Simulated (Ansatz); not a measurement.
## Band-structure calculation, with input and output: AlP

AlP (F-43m, 2 atoms in the cell), computed with DFT with PBE, PAW plane waves, no spin polarisation (Ansatz 0.2.0).

The structure derives from an entry of the Crystallography Open Database. Figures and captions count atoms from 1; the log counts them from 0 in places.

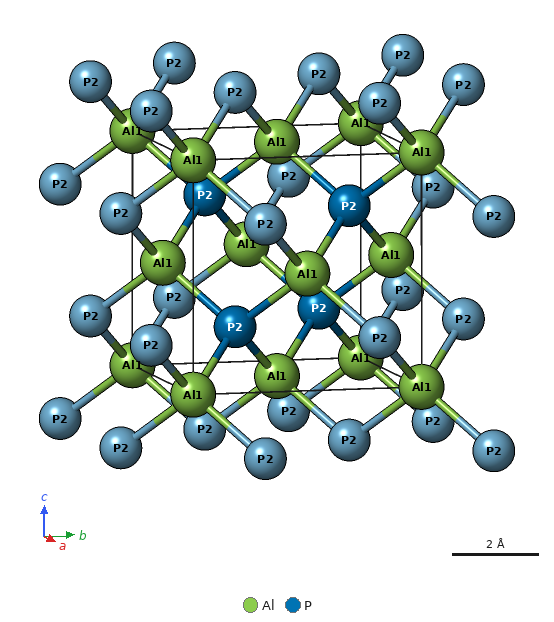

Figure 1. The input geometry (ball-and-stick view of the cell 4 times as large as that of the calculation, set on its symmetry axes, seen slightly off an axis; neighbours outside the cell are drawn fainter; atoms are numbered from 1 in the order of the input).

Summary

- outcome: converged
- space group (tolerance 0.01 Å): F-43m (216)
- electrons treated: 8
- free energy: −1294.4432 eV
- Fermi energy: 5.688 eV
- pressure: 0.20 GPa
- electronic character: gap of 1.63 eV
- largest force (length of the vector): under 0.001 eV/Å
- hardware: 1 thread of an x86-64 CPU, shared host
- wall time: 17 s
- peak memory: 0.36 GiB

The input
```yaml
crystal:
  lattice:
    - [0.0, 2.751661, 2.751661]
    - [2.751661, 0.0, 2.751661]
    - [2.751661, 2.751661, 0.0]
  atoms:
    - { symbol: Al, position: [0.0, 0.0, 0.0] }
    - { symbol: P, position: [0.25, 0.25, 0.25] }
  symmetry: { tolerance: 0.0003 }
kpoints:
  mp_grid: { grid: [8, 8, 8], shift: [0, 0, 0] }
  band_path:
    path:
      - [0.0, 0.0, 0.0]
      - [-0.5, -0.5, 0.0]
      - [-0.375, -0.375, 0.25]
      - [-0.375, 0.0, 0.375]
      - [0.0, 0.0, 0.0]
      - [0.0, 0.0, 0.5]
      - [-0.5, -0.25, 0.25]
      - [-0.5, -0.5, 0.0]
    npoints: 8
magnetization:
  spin_polarized: false
scf:
  occupations: { method: fermi_dirac }
  lower_state_search: "off"
  max_iter: 200
hamiltonian:
  pseudopotentials: { kind: paw }
  xc: pbe
basis:
  ecutwfc: 420
  fft_grid_basis: typed
output:
  forces: true
  stress: true
  eigenvalues: true
  bader: true
  populations: true
  elf: true
  write_potential: true
  volumetric_format: npy
  dos:
    e_range: [-12, 8]
    de: 0.05
    projected: { site_lists: { Al: [Al], P: [P] } }
checkpoint:
  read: saved_state
```

The program's output
```
Warning: checkpoint.read: basis.xc_grid differs: saved 1, current 2 (points along each axis for each point of the dense box; where the key is left out runs that use forces, runs that use the stress, dielectric runs by a finite field, finite-displacement phonons, runs of phonons.displacement_patterns under a GGA or a meta-GGA, phonons by method: dfpt, dielectric runs by the response, runs on support functions, runs on PAW files under a meta-GGA or a hybrid on one, runs at kind: all_electron or under a hybrid on a GGA, runs under a text's formulas of a gradient, and runs on PAW files that evaluate rPW86 or Becke's exchange or LYP's correlation can take a finer level, which can go by the root key accuracy; a number is taken as typed: the saved number, typed, holds this deck to the state's level, where the deck is accepted there); the SCF iterates at this deck's level from the saved density; a trajectory continued from that state goes on on another energy surface; basis.xc_grid: 1, typed and accepted, keeps it on the saved one
Engine: ansatz 0.2.0, x86_64-unknown-linux-gnu
Pseudopotentials: kind: paw
Pseudopotential: Al, paw, valence charge 3, recommended cutoff 420 eV (normal), Al.paw.azcp
Pseudopotential: P, paw, valence charge 5, recommended cutoff 420 eV (normal), P.paw.azcp
Functional definition: PBE
  parameter kappa = 0.804
  parameter beta = 0.06672455060314922
  exchange = pbe_x(kappa = kappa, mu = beta*pi^2/3)
  correlation = pbe_c(beta = beta)
Crystal: 2 atoms, lattice volume = 41.669 Å³
Basis set: ecut = 420 eV, 869 PW (Γ), exchange–correlation on 54×54×54 points (8 copies of the dense FFT grid, shifted against one another)
Bands: 8, of which v1, the nominal top of the filled ones, is band 4 counted from 1 (3 counted from 0)
Symmetry: 24 space group operations
Space group: F-43m (ITA 216), of the structure as read, at distance tolerance 1.0e-3 Å
k-points: 29 of 512 (time reversal used)
Non-local potential: Al, projectors of the file, l = 0: 2, l = 1: 2, l = 2: 1
Non-local potential: P, projectors of the file, l = 0: 2, l = 1: 2, l = 2: 2
PAW form: soft (Blöchl's): semilocal exchange-correlation on the pseudo side does not see the compensation charge
PAW one-centre angular grid: Al, 110 points (default); XC on 64 Gauss nodes
PAW one-centre angular grid: P, 110 points (default); XC on 64 Gauss nodes
Initial density: read from a saved state, or passed on in memory by an earlier SCF of this step, an earlier step, the calling program or the single point that the run made first
Initial wavefunctions: pseudopotential atomic-orbital guess
Functional: x = pbe(κ = 0.804, μ = 0.2195149727645171), c = pbe(β = 0.06672455060314922)
iter 1 solved again at ethr=2.84e-7 eV; its pass at ethr=3.10e-3 eV (dr2=2.27e-5 eV) is discarded
SCF iter   1: F=—  HF=-1294.443210 eV  |F-HF|=—  |Δ(HF+E_count)|=         —  Δρ=2.12e-4  dr2=1.54e-5  ethr=2.84e-7  ⟨swp⟩=3.1  Hψ=2789  notcnv=0
preconditioner: auto → none  [insulator: Δε(μ)=1.626 eV  Ē_g=9.863 eV  σ=0.100 eV  W_gap=1.00  n_scr=8 (ndim 8)  ℏωp=16.3 eV  f_vac=0.000  D(μ)=0.00/eV (n_scr^D=0)  ε∞_Penn≈3.7]
SCF iter   2: F=—  HF=-1294.443233 eV  |F-HF|=—  |Δ(HF+E_count)|=   2.30e-5  Δρ=9.12e-5  dr2=1.22e-6  ethr=1.92e-7  ⟨swp⟩=2.2  Hψ=347  notcnv=0
SCF iter   3: F=—  HF=-1294.443241 eV  |F-HF|=—  |Δ(HF+E_count)|=   7.84e-6  Δρ=3.40e-5  dr2=1.66e-7  ethr=1.25e-9  ⟨swp⟩=11.3  Hψ=1926  notcnv=0
SCF iter   4: F=-1294.443243 eV  HF=-1294.443242 eV  |F-HF|=1.54e-8  |Δ(HF+E_count)|=   1.36e-6  Δρ=3.94e-6  dr2=2.45e-9  ethr=1.25e-9  ⟨swp⟩=9.1  Hψ=1627  notcnv=0
SCF 1 converged in 4 iterations: F = -1294.443243 eV  dr2 = 2.45e-9
  greatest PAW one-centre occupation: 0.780 electrons in one spin orbital (limit 2), on the P atom at site 1 (counted from 0), in its partial waves of l = 0
```

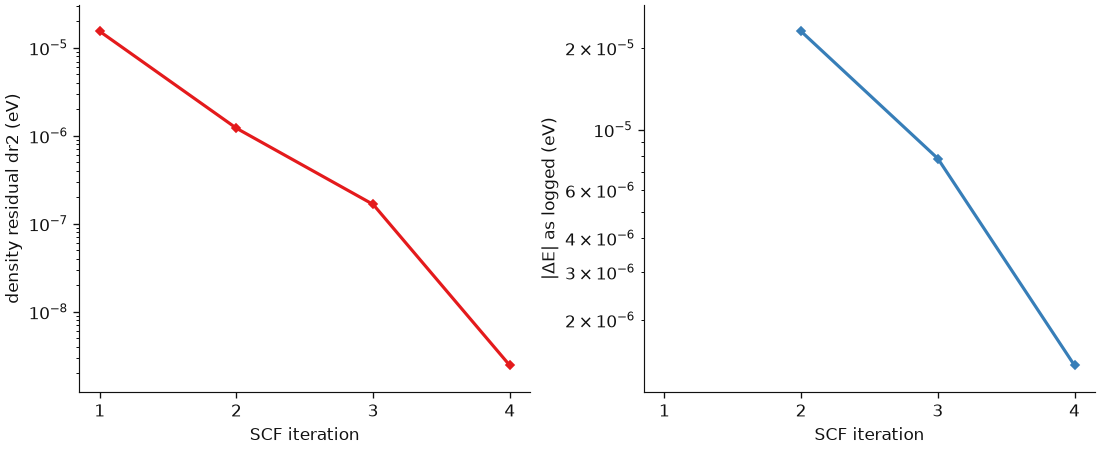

Figure 2. Convergence of the self-consistent field: density residual dr2 and size of the energy change against the SCF iteration. The residual falls at every step.

```
NSCF: frozen V_eff on 57 k-points
SCF converged after 4 iterations
Free energy (F): -1294.443243 eV
Harris-Foulkes:  -1294.443242 eV  (|F-HF|=1.54e-8)
Internal energy: -1294.443229 eV  (E = F + TS)
E sigma→0 (E₀):  -1294.443236 eV
Entropy (-TS):   -0.000014 eV (-0.007 meV/atom)
Fermi energy:    5.688255 eV
--- Per-component energies (eV) ---
  E_band       = 3.481304
  E_kinetic    = 93.186930
  E_local      = -83.956256  (includes V_loc(G=0)·N_el)
  E_nonlocal   = 44.451633
  E_hartree    = 25.420768
  E_xc         = -101.286709
  E_vxc        = -89.733195  (∫ρ·V_xc dr)
  E_paw        = -1036.845331  (= ΣΔE_a)
  E_vpaw       = -11.309394  (= ΣTr[D̂ρ^β])
  E_aug_tail   = 0.000001  (compensation charges beyond the density's cutoff)
  E_ewald      = -235.414266
  E_smearing   = -0.000014  (= −TS)
  E_closure    = -0.000000  (closes the sum)
  Σ components = -1294.443243   (vs F -1294.443243, Δ=0.00e0)
--- Forces (eV/Å), atoms counted from 1 ---
  atom   1  Al     0.00000000    -0.00000000    -0.00000000
  atom   2  P     -0.00000000     0.00000000     0.00000000
  max |Σ_I F_I| component: 2.31e-17 eV/Å
--- Stress (GPa, compression-positive) ---
        0.201477       0.000000      -0.000000
       -0.000000       0.201477       0.000000
       -0.000000       0.000000       0.201477
  P = ⅓ Tr σ = 0.2015 GPa (2.015 kbar)
--- Band table (eV; the first three rows and the last of 29) ---
  k-point 0: bands = ["-6.5464", "4.8190", "4.8190", "4.8190", "7.9248", "9.3489", "9.3489", "9.3489"]
  k-point 1: bands = ["-6.3789", "3.6049", "4.6746", "4.6746", "8.3936", "9.6251", "9.6251", "9.8168"]
  k-point 2: bands = ["-5.9083", "1.6910", "4.3868", "4.3868", "8.0539", "9.9323", "9.9323", "11.6024"]
  k-point 28: bands = ["-4.2424", "-0.0350", "1.7397", "2.0884", "9.1359", "10.6410", "10.9422", "11.1180"]
--- Löwdin populations: 2 sites ---
  site symbol       q [e]
     0     Al      2.6037
     1      P      5.3372
  spilling = 0.007379 (of n_electrons = 8.000000)
--- Bader charges: 2 sites ---
  site symbol  charge [e]  shift [e]
     0     Al      2.0875     0.0006
     1      P     -2.0875     0.0006
  estimated error of the sums over rays = 4.2e-4 e
```

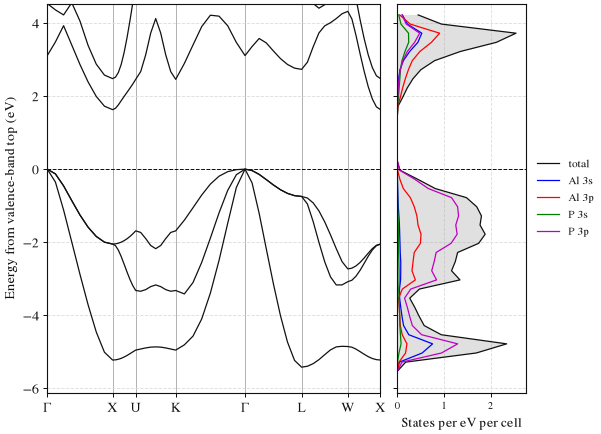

Figure 3. Band structure along Γ–X–U–K–Γ–L–W–X and density of states (projected on Löwdin-orthogonalised atomic shells), with energies from the valence-band top. There is a gap of 1.63 eV on this path, indirect, from Γ to X.

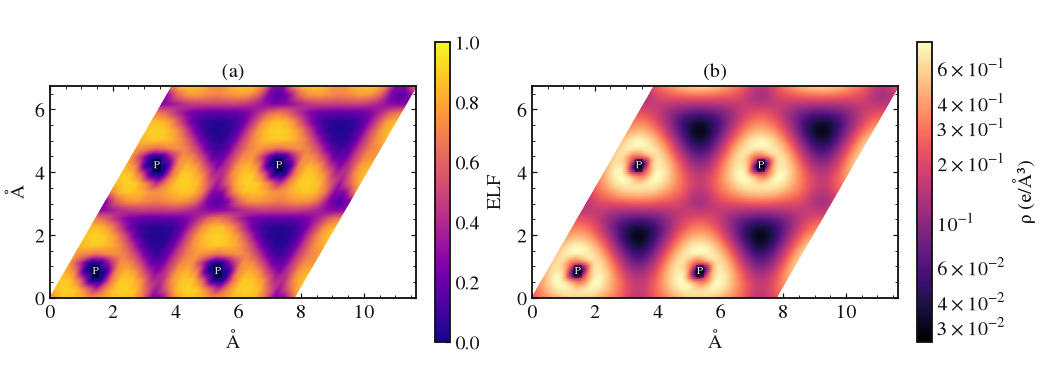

Figure 4. (a) electron localisation function; (b) valence pseudo-density on the plane of lattice vectors 2 and 3 of the input at fractional height 0.250 along vector 1, 2 × 2 cells, interpolated from points about 0.3 Å apart. The plane passes within 0.2 Å of P sites. The density in this plane falls to 0.025 e/Å³ at its lowest. The fields are smooth PAW fields, not the true ones close to the nuclei.

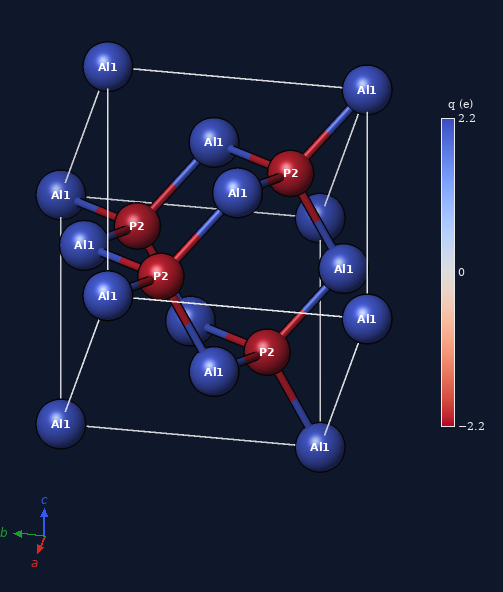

Figure 5. Bader charges, as the colour of each atom (ball-and-stick view of the cell 4 times as large as that of the calculation, set on its symmetry axes, seen at an oblique angle; atoms are numbered from 1 in the order of the input). By element: Al +2.09 and P −2.09 e.
